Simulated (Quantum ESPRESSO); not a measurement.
## Fields calculation of Mo

System: Mo (Im-3m, 1 atom in the cell).
Method: Kohn-Sham DFT of a periodic cell, EV93, spin-orbit coupling, PseudoDojo 0.4 FR PBE stringent (Quantum ESPRESSO 7.5).

The structure derives from a Materials Project entry.

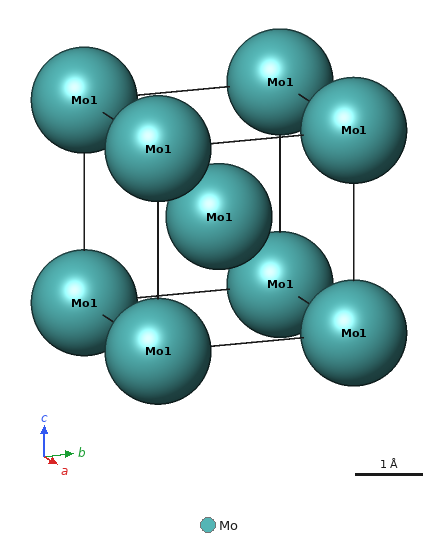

Fig. 1: The structure (spheres-only view of the cell 2 times as large as that of the calculation, set on its symmetry axes, seen slightly off an axis; atoms are numbered from 1 in the order of the input). An atom can appear more than once, as a periodic image.

### The input
```
&CONTROL
  calculation = 'scf'
  prefix = 'pwscf'
  outdir = './tmp'
  pseudo_dir = './pseudo'
  tprnfor = .true.
  tstress = .true.
  disk_io = 'low'
/
&SYSTEM
  ibrav = 0
  nat = 1
  ntyp = 1
  ecutwfc = 80
  nbnd = 32
  input_dft = 'ev93'
  occupations = 'tetrahedra_opt'
  noncolin = .true.
  lspinorb = .true.
  starting_magnetization(1) = 0.0714
  angle1(1) = 90
  angle2(1) = 0
  tot_charge = -1
/
&ELECTRONS
  conv_thr = 2d-10
  electron_maxstep = 120
  mixing_beta = 0.3
/
ATOMIC_SPECIES
Mo    95.9500 Mo.upf
CELL_PARAMETERS angstrom
  -1.5838089719    1.5838089719    1.5838089719
   1.5838089719   -1.5838089719    1.5838089719
   1.5838089719    1.5838089719   -1.5838089719
ATOMIC_POSITIONS crystal
Mo     0.0000000000    0.0000000000    0.0000000000
K_POINTS automatic
12 12 12 0 0 0
```

### File pp_density.in
```
&INPUTPP
  prefix = 'pwscf'
  outdir = './tmp'
  filplot = 'density.dat'
  plot_num = 0
/
&PLOT
  nfile = 1
  filepp(1) = 'density.dat'
  iflag = 3
  output_format = 6
  fileout = 'density.cube'
/
```

### File pp_potential.in
```
&INPUTPP
  prefix = 'pwscf'
  outdir = './tmp'
  filplot = 'potential.dat'
  plot_num = 11
/
&PLOT
  nfile = 1
  filepp(1) = 'potential.dat'
  iflag = 3
  output_format = 6
  fileout = 'potential.cube'
/
```

Run on 1 thread of AMD EPYC (Zen 3), 24 GiB of memory available, shared host.

Launch command:
```bash
OMP_NUM_THREADS=1 pw.x -in pw.in > pw.out
OMP_NUM_THREADS=1 pp.x -in pp_density.in > pp_density.out
OMP_NUM_THREADS=1 pp.x -in pp_potential.in > pp_potential.out
```

### Log
```
This program is part of the open-source Quantum ESPRESSO suite
     for quantum simulation of materials; please cite
         "P. Giannozzi et al., J. Phys.:Condens. Matter 21 395502 (2009);
         "P. Giannozzi et al., J. Phys.:Condens. Matter 29 465901 (2017);
         "P. Giannozzi et al., J. Chem. Phys. 152 154105 (2020);
          URL
     in publications or presentations arising from this work. More details at

     Message from routine iosys:
     BEWARE:  force calculation with tetrahedra (not recommanded)
     Message from routine iosys:
     BEWARE: stress calculation with tetrahedra (not recommanded)

     IMPORTANT: XC functional enforced from input :
     Exchange-correlation= EV93
                           (   1   4  25   0   0   0   0)
     Any further DFT definition will be discarded
     Please, verify this is what you really want

     Fixed quantization axis for GGA:     1.000000    0.000000    0.000000
     Message from routine setup:
     using ibrav=0 with symmetry is DISCOURAGED, use correct ibrav instead
     [opt_tetra]  Optimized tetrahedron method is used.

     G-vector sticks info
     --------------------
     sticks:   dense  smooth     PW     G-vecs:    dense   smooth      PW
     Sum         645     645    229                10425    10425    2243

     Using Slab Decomposition

     bravais-lattice index     =            0
     lattice parameter (alat)  =       5.1840  a.u.
     unit-cell volume          =     107.2420 (a.u.)^3
     number of atoms/cell      =            1
     number of atomic types    =            1
     number of electrons       =        15.00
     number of Kohn-Sham states=           32
     kinetic-energy cutoff     =      80.0000  Ry
     charge density cutoff     =     320.0000  Ry
     scf convergence threshold =      2.0E-10
     mixing beta               =       0.3000
     number of iterations used =            8  plain     mixing
     Exchange-correlation= EV93
                           (   1   4  25   0   0   0   0)
     Noncollinear calculation with spin-orbit

     celldm(1)=   5.183968  celldm(2)=   0.000000  celldm(3)=   0.000000
     celldm(4)=   0.000000  celldm(5)=   0.000000  celldm(6)=   0.000000

     crystal axes: (cart. coord. in units of alat)
               a(1) = (  -0.577350   0.577350   0.577350 )
               a(2) = (   0.577350  -0.577350   0.577350 )
               a(3) = (   0.577350   0.577350  -0.577350 )

     reciprocal axes: (cart. coord. in units 2 pi/alat)
               b(1) = ( -0.000000  0.866025  0.866025 )
               b(2) = (  0.866025 -0.000000  0.866025 )
               b(3) = (  0.866025  0.866025  0.000000 )

     PseudoPot. # 1 for Mo read from file:
     Mo.upf
     Pseudo is Norm-conserving + core correction, Zval = 14.0
     Generated using ONCVPSP code by D. R. Hamann
     Using radial grid of 1640 points, 10 beta functions with:
                l(1) =   0
                l(2) =   0
                l(3) =   1
                l(4) =   1
                l(5) =   1
                l(6) =   1
                l(7) =   2
                l(8) =   2
                l(9) =   2
               l(10) =   2

     atomic species   valence    mass     pseudopotential
     Mo               14.00    95.95000     Mo( 1.00)

     16 Sym. Ops., with inversion, found

   Cartesian axes

     site n.     atom                  positions (alat units)
         1        Mo     tau(   1) = (   0.0000000   0.0000000   0.0000000  )

     number of k points=   163 (tetrahedron method)

     Number of k-points >= 100: set verbosity='high' to print them.

     Dense  grid:    10425 G-vectors     FFT dimensions: (  30,  30,  30)

     Generating pointlists ...
     new r_m :   0.4125 (alat units)  2.1384 (a.u.) for type    1

     Initial potential from superposition of free atoms

     starting charge      13.9986, renormalised to      15.0000

 ==============================================================================
     atom number    1 relative position :    0.0000   0.0000   0.0000
     charge :    13.028251  (integrated on a sphere of radius 0.412)
     magnetization :          0.930217    0.000000    0.000000
     magnetization/charge:    0.071400    0.000000    0.000000
     polar coord.: r, theta, phi [deg] :     0.930217   90.000000    0.000000

 ==============================================================================
     Starting wfcs are   20 randomized atomic wfcs +   12 random wfcs

     Self-consistent Calculation

     iteration #  1     ecut=    80.00 Ry     beta= 0.30
     Davidson diagonalization with overlap
     ethr =  1.00E-02,  avg # of iterations =  6.1

     total energy              =    -139.42686039 Ry
     estimated scf accuracy    <       0.52744613 Ry

     total magnetization       =     0.31    -0.00    -0.00 Bohr mag/cell
     absolute magnetization    =     0.31 Bohr mag/cell

     iteration #  2     ecut=    80.00 Ry     beta= 0.30
     Davidson diagonalization with overlap
     ethr =  3.52E-03,  avg # of iterations =  1.0

     total energy              =    -139.40505925 Ry
     estimated scf accuracy    <       0.10706131 Ry

     total magnetization       =     0.28     0.00    -0.00 Bohr mag/cell
     absolute magnetization    =     0.28 Bohr mag/cell

     iteration #  3     ecut=    80.00 Ry     beta= 0.30
     Davidson diagonalization with overlap
     ethr =  7.14E-04,  avg # of iterations =  2.1

     total energy              =    -139.42927598 Ry
     estimated scf accuracy    <       0.00291800 Ry

     total magnetization       =     0.22     0.00     0.00 Bohr mag/cell
     absolute magnetization    =     0.22 Bohr mag/cell

     iteration #  4     ecut=    80.00 Ry     beta= 0.30
     Davidson diagonalization with overlap
     ethr =  1.95E-05,  avg # of iterations =  4.6

     total energy              =    -139.42918981 Ry
     estimated scf accuracy    <       0.00434158 Ry

     total magnetization       =     0.08    -0.00    -0.00 Bohr mag/cell
     absolute magnetization    =     0.08 Bohr mag/cell

     iteration #  5     ecut=    80.00 Ry     beta= 0.30
     Davidson diagonalization with overlap
     ethr =  1.95E-05,  avg # of iterations =  2.0

     total energy              =    -139.42994000 Ry
     estimated scf accuracy    <       0.00004861 Ry

     total magnetization       =     0.07    -0.00     0.00 Bohr mag/cell
     absolute magnetization    =     0.07 Bohr mag/cell

     iteration #  6     ecut=    80.00 Ry     beta= 0.30
     Davidson diagonalization with overlap
     c_bands:  1 eigenvalues not converged
     c_bands:  2 eigenvalues not converged
     ethr =  3.24E-07,  avg # of iterations =  3.3

     total energy              =    -139.43015785 Ry
     estimated scf accuracy    <       0.00006009 Ry

     total magnetization       =    -0.02    -0.00     0.00 Bohr mag/cell
     absolute magnetization    =     0.02 Bohr mag/cell

     iteration #  7     ecut=    80.00 Ry     beta= 0.30
     Davidson diagonalization with overlap
     ethr =  3.24E-07,  avg # of iterations =  2.0

     total energy              =    -139.43020220 Ry
     estimated scf accuracy    <       0.00002037 Ry

     total magnetization       =     0.01    -0.00    -0.00 Bohr mag/cell
     absolute magnetization    =     0.01 Bohr mag/cell

     iteration #  8     ecut=    80.00 Ry     beta= 0.30
     Davidson diagonalization with overlap
     ethr =  1.36E-07,  avg # of iterations =  2.0

     total energy              =    -139.43021350 Ry
     estimated scf accuracy    <       0.00000021 Ry

     total magnetization       =    -0.00     0.00    -0.00 Bohr mag/cell
     absolute magnetization    =     0.00 Bohr mag/cell

     iteration #  9     ecut=    80.00 Ry     beta= 0.30
     Davidson diagonalization with overlap
     ethr =  1.42E-09,  avg # of iterations =  2.0

     total energy              =    -139.43021361 Ry
     estimated scf accuracy    <       0.00000003 Ry

     total magnetization       =     0.00     0.00     0.00 Bohr mag/cell
     absolute magnetization    =     0.00 Bohr mag/cell

     iteration # 10     ecut=    80.00 Ry     beta= 0.30
     Davidson diagonalization with overlap
     ethr =  1.70E-10,  avg # of iterations =  2.0

     total energy              =    -139.43021365 Ry
     estimated scf accuracy    <          2.1E-09 Ry

     total magnetization       =     0.00    -0.00    -0.00 Bohr mag/cell
     absolute magnetization    =     0.00 Bohr mag/cell

     iteration # 11     ecut=    80.00 Ry     beta= 0.30
     Davidson diagonalization with overlap
     ethr =  1.38E-11,  avg # of iterations =  2.0

     total energy              =    -139.43021365 Ry
     estimated scf accuracy    <          2.8E-10 Ry

     total magnetization       =     0.00     0.00    -0.00 Bohr mag/cell
     absolute magnetization    =     0.00 Bohr mag/cell

     iteration # 12     ecut=    80.00 Ry     beta= 0.30
     Davidson diagonalization with overlap
     ethr =  1.88E-12,  avg # of iterations =  2.0

     total energy              =    -139.43021365 Ry
     estimated scf accuracy    <          2.2E-10 Ry

     total magnetization       =    -0.00    -0.00    -0.00 Bohr mag/cell
     absolute magnetization    =     0.00 Bohr mag/cell

     iteration # 13     ecut=    80.00 Ry     beta= 0.30
     Davidson diagonalization with overlap
     ethr =  1.48E-12,  avg # of iterations =  2.0

 ==============================================================================
     atom number    1 relative position :    0.0000   0.0000   0.0000
     charge :    12.441802  (integrated on a sphere of radius 0.412)
     magnetization :         -0.000000   -0.000000    0.000000
     magnetization/charge:   -0.000000   -0.000000    0.000000
     polar coord.: r, theta, phi [deg] :     0.000000   90.000000 -180.000000

 ==============================================================================

     End of self-consistent calculation

     Number of k-points >= 100: set verbosity='high' to print the bands.

     the Fermi energy is    22.4507 ev

!    total energy              =    -139.43021365 Ry
     estimated scf accuracy    <          3.2E-12 Ry

     The total energy is the sum of the following terms:
     one-electron contribution =     -16.99074691 Ry
     hartree contribution      =      19.02180797 Ry
     xc contribution           =     -22.30022359 Ry
     ewald contribution        =    -119.16105111 Ry

     total magnetization       =    -0.00     0.00     0.00 Bohr mag/cell
     absolute magnetization    =     0.00 Bohr mag/cell

     convergence has been achieved in  13 iterations

     Forces acting on atoms (cartesian axes, Ry/au):

     atom    1 type  1   force =     0.00000000    0.00000000    0.00000000

     Total force =     0.000000     Total SCF correction =     0.000000

     Computing stress (Cartesian axis) and pressure

          total   stress  (Ry/bohr**3)                   (kbar)     P=     2787.10
   0.01898249  -0.00000000  -0.00000000         2792.42       -0.00       -0.00
  -0.00000000   0.01892822  -0.00000000           -0.00     2784.44       -0.00
  -0.00000000  -0.00000000   0.01892822           -0.00       -0.00     2784.44

=------------------------------------------------------------------------------=
   JOB DONE.
=------------------------------------------------------------------------------=
```

### File pp_density.out
```
This program is part of the open-source Quantum ESPRESSO suite
     for quantum simulation of materials; please cite
         "P. Giannozzi et al., J. Phys.:Condens. Matter 21 395502 (2009);
         "P. Giannozzi et al., J. Phys.:Condens. Matter 29 465901 (2017);
         "P. Giannozzi et al., J. Chem. Phys. 152 154105 (2020);
          URL
     in publications or presentations arising from this work. More details at

     ./tmp/pwscf.save/

     IMPORTANT: XC functional enforced from input :
     Exchange-correlation= EV93
                           (   1   4  25   0   0   0   0)
     Any further DFT definition will be discarded
     Please, verify this is what you really want

     G-vector sticks info
     --------------------
     sticks:   dense  smooth     PW     G-vecs:    dense   smooth      PW
     Sum         645     645    229                10425    10425    2243

     Using Slab Decomposition

     Calling punch_plot, plot_num =   0
     Writing data to file  density.dat
     Reading data from file  density.dat

     Writing data to be plotted to file density.cube
     Plot Type: 3D                     Output format: Gaussian cube

=------------------------------------------------------------------------------=
   JOB DONE.
=------------------------------------------------------------------------------=
```

### File pp_potential.out
```
This program is part of the open-source Quantum ESPRESSO suite
     for quantum simulation of materials; please cite
         "P. Giannozzi et al., J. Phys.:Condens. Matter 21 395502 (2009);
         "P. Giannozzi et al., J. Phys.:Condens. Matter 29 465901 (2017);
         "P. Giannozzi et al., J. Chem. Phys. 152 154105 (2020);
          URL
     in publications or presentations arising from this work. More details at

     ./tmp/pwscf.save/

     IMPORTANT: XC functional enforced from input :
     Exchange-correlation= EV93
                           (   1   4  25   0   0   0   0)
     Any further DFT definition will be discarded
     Please, verify this is what you really want

     G-vector sticks info
     --------------------
     sticks:   dense  smooth     PW     G-vecs:    dense   smooth      PW
     Sum         645     645    229                10425    10425    2243

     Using Slab Decomposition

     Calling punch_plot, plot_num =  11
     Writing data to file  potential.dat
     Reading data from file  potential.dat

     Writing data to be plotted to file potential.cube
     Plot Type: 3D                     Output format: Gaussian cube

=------------------------------------------------------------------------------=
   JOB DONE.
=------------------------------------------------------------------------------=
```

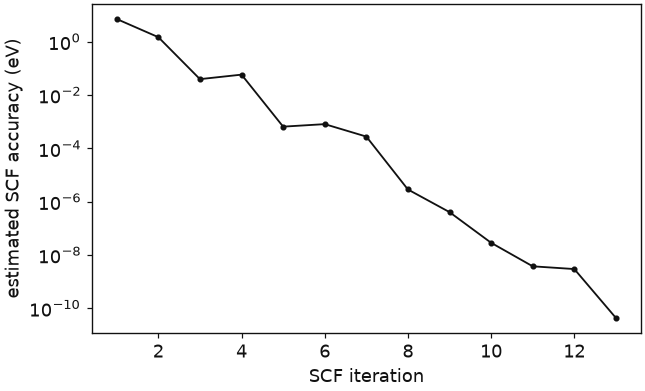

Fig. 2: Convergence of the self-consistent field: estimated SCF accuracy against the iteration. The field takes 13 iterations in all.

### Key numbers

| quantity | value |
| --- | --- |
| outcome | converged |
| space group (tolerance 0.01 Å) | Im-3m (229) |
| electrons treated | 15 |
| free energy | −1897.0447 eV |
| Fermi energy | 22.451 eV |
| gap on the k-point mesh | none (metallic) |
| net moment of the cell | 0.00 μB |
| integrated absolute moment | 0.00 μB |
| pressure | 278.71 GPa |
| largest force (length of the vector) | under 0.001 eV/Å |
| wall time | 3.5 min |
| peak memory | 0.26 GiB |

Settings chosen away from the usual ones: smearing set to tetrahedra_opt (from cold); width removed; tot_charge set to -1.0. Further notes kept with the run: potentials made for another functional. Notes on the run: BEWARE:  force calculation with tetrahedra (not recommanded); BEWARE: stress calculation with tetrahedra (not recommanded). Points of doubt noted for this run: potentials made for another functional. The cell is charged and computed with a neutralising background, so its energy and pressure depend on the cell and aren't those of a real crystal. The cell is under a pressure of 279 GPa at this level, so it is not at its equilibrium volume.
